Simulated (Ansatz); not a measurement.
Rh: several calculations on one system

Part 1: Relaxation

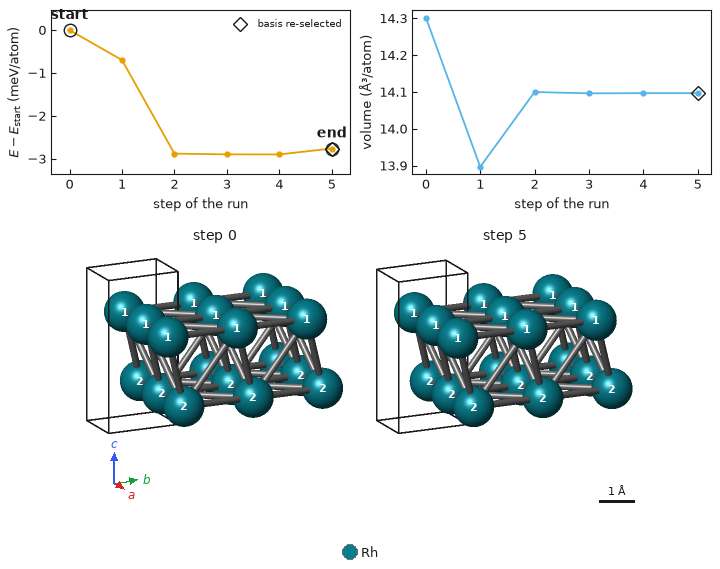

First and last geometry of a relaxation of crystalline Rh (set up in P6_3/mmc), with the history of the run. A ball-and-stick model of the cell of the calculation, repeated 3 × 3 × 1 with one cell outlined, seen slightly off an axis.

These are results of DFT PBE, scalar-relativistic, plane waves, PAW (Ansatz 0.2.0), not measurements. (plane-wave cutoff 420 eV; k-point mesh 18 × 18 × 10; occupations gaussian; smearing width 0.1 eV; no spin polarisation; cell and atoms relaxed; force threshold 0.005 eV/Å; at most 80 steps)

**What do the curves and the structures tell?**

It converged. No atom moves by more than 0.005 Å relative to the cell. The drawn cell changes as follows: a = b 2.731 → 2.725 Å (−0.2 %), c 4.428 → 4.385 Å (−1.0 %); the volume changes by −1.4 %. Some distances before and after: Rh1–Rh2 2.718 → 2.698 Å, Rh1–Rh1 2.731 → 2.725 Å. The space group stays P6_3/mmc (No. 194). Over 4 accepted moves (5 points after the start) the energy falls by 2.8 meV per atom. All forces vanish by symmetry, so only the cell relaxes. Pressure: −3.56 GPa at the start and 0.00 GPa at the end. At 1 point the geometry stayed and the basis and grid were re-selected for the new cell (energy shift of 0.1 meV per atom at most each time).

```json
{"step": "0", "E − E(0), meV/atom": "0.00", "pressure, GPa": "-3.56", "volume, Å³/atom": "14.302", "note": ""}
{"step": "1", "E − E(0), meV/atom": "-0.70", "pressure, GPa": "3.78", "volume, Å³/atom": "13.897", "note": ""}
{"step": "2", "E − E(0), meV/atom": "-2.88", "pressure, GPa": "-0.06", "volume, Å³/atom": "14.100", "note": ""}
{"step": "3", "E − E(0), meV/atom": "-2.90", "pressure, GPa": "0.01", "volume, Å³/atom": "14.096", "note": ""}
{"step": "4", "E − E(0), meV/atom": "-2.90", "pressure, GPa": "0.00", "volume, Å³/atom": "14.097", "note": ""}
{"step": "5", "E − E(0), meV/atom": "-2.76", "pressure, GPa": "0.00", "volume, Å³/atom": "14.097", "note": "same geometry, new basis"}
```

Part 2: Relaxation

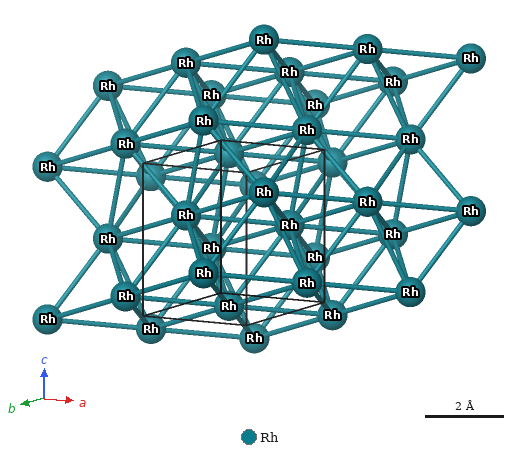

A crystal of Rh (set up in P6_3/mmc), before the relaxation. A ball-and-stick model of the cell of the calculation, repeated 3 × 3 × 2 with one cell outlined, seen from a free direction.

Case: uniaxial strain along c of -6.0 %; a, b and atoms relaxed.

The calculation used DFT PBE, scalar-relativistic, plane waves, PAW in Ansatz.

Input file:
```yaml
crystal:
  lattice:
    - [2.7656609603, 0.0, 0.0]
    - [-1.3828304801, 2.3951326499, 0.0]
    - [0.0, 0.0, 4.1217521345]
  atoms:
    - { symbol: Rh, position: [0.6666666665, 0.3333333335, 0.75] }
    - { symbol: Rh, position: [0.3333333335, 0.6666666665, 0.25] }
basis:
  ecutwfc: 420
kpoints:
  mp_grid: { grid: [21, 21, 12] }
hamiltonian:
  xc: pbe
scf:
  occupations: { method: gaussian, width: 0.1 }
output:
  forces: true
  stress: true
  eigenvalues: true
relax:
  adjacent_minimum: "off"
  f_tol: 0.008
  max_steps: 40
  cell: { stress_tol: 0.015, fix: [c, angles] }
```

Run as
```bash
ansatz run input.yaml --threads 1 --pin off --max-ram 1331MiB --backend cpu --events-out ev --progress --plain --runs-dir out
```

Question: Predict the outcome.

Answer: No atom moves by more than 0.005 Å relative to the cell. The drawn cell changes as follows: a = b 2.766 → 2.786 Å (+0.8 %), c unchanged at 4.122 Å; the volume changes by +1.5 %. Near-neighbour distances that change, for instance: Rh1–Rh1 2.766 → 2.786 Å, Rh1–Rh2 2.607 → 2.614 Å. The space group stays P6_3/mmc (No. 194). The energy falls by 2.6 meV per atom in 3 accepted moves (4 points after the start). All forces vanish by symmetry, so only the cell relaxes. The pressure goes from 11.28 to 7.24 GPa. The SCF was repeated once at an unchanged geometry on a basis and grid sized afresh for the cell, which shifted the energy by 0.1 meV per atom at most.

Part 3: A change

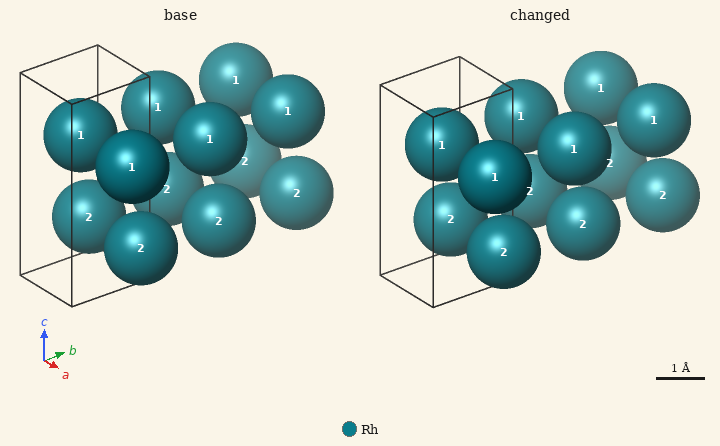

Left: solid Rh (set up in P6_3/mmc). Right: the same structure after one change, at the same scale. Style: spheres-only. Shown: the cell of the calculation, repeated 2 × 3 × 1 with one cell outlined, slightly off an axis.

Theory: DFT PBE, scalar-relativistic, plane waves, PAW (Ansatz 0.2.0). Set-up: plane-wave cutoff 420 eV; k-point mesh 21 × 21 × 12; occupations gaussian; smearing width 0.1 eV; no spin polarisation.

> What was changed?

Uniaxial strain along c, −6.0 %, is applied. The a and b axes and the atoms are relaxed.

> And its effect?

The energy rises by 61.2 meV per atom. The pressure goes from 0.0 to 7.2 GPa. The principal stresses (compression positive) are 21.7 GPa along c and none across it. Cell: a = b 2.725 → 2.786 Å (+2.3 %), c 4.385 → 4.122 Å (−6.0 %). Volume −1.7 %. The atoms keep their places relative to the cell (all moves are under 0.005 Å). Near-neighbour distances before and after: Rh–Rh 2.698 → 2.614 Å, Rh–Rh 2.725 → 2.786 Å. The space group stays P6_3/mmc (No. 194).
